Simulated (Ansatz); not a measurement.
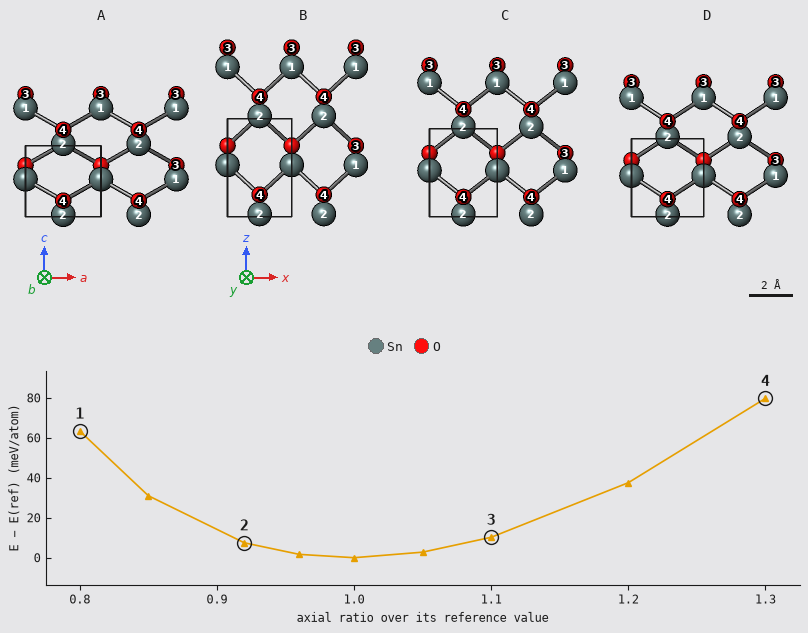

A scan of a crystal of SnO (Pmn2_1): the ratio of the cell's length along z to its lengths across, counted as 1 for the reference, is changed at fixed volume (a c/a path), with the atoms kept at their fractional coordinates. x, y and z are the Cartesian axes of the input. The frames are shuffled; the numbered points of the plot belong to them. Style: ball-and-stick. Shown: the cell of the calculation, repeated 2 × 2 × 2 with one cell outlined, along the b axis.

All numbers below come from Ansatz, DFT PBEsol, scalar-relativistic, plane waves, PAW. Settings: plane-wave cutoff 420 eV; k-point mesh 10 × 6 × 8; occupations gaussian; smearing width 0.05 eV; no spin polarisation. Energies (free energies at the smearing named) are counted from the relaxed crystal.

Question: Match the frames to the points.

Answer: Point 1 is frame A (the relative ratio 0.80, 63.4 meV/atom); 2 is frame D (the relative ratio 0.92, 7.5 meV/atom); 3 is frame C (the relative ratio 1.10, 10.2 meV/atom); 4 is frame B (the relative ratio 1.30, 79.8 meV/atom). Of the computed points the lowest is at the relative ratio 1.00, 0.0 meV/atom. At the ends of the scan the energy is 63.4 meV/atom (0.80) and 79.8 meV/atom (1.30). The distortion keeps the space group Pmn2_1. At the relative ratio 1.30 the cell of the drawing goes a 3.316 → 3.038 Å, b 5.705 → 5.227 Å, c 3.894 → 4.638 Å.
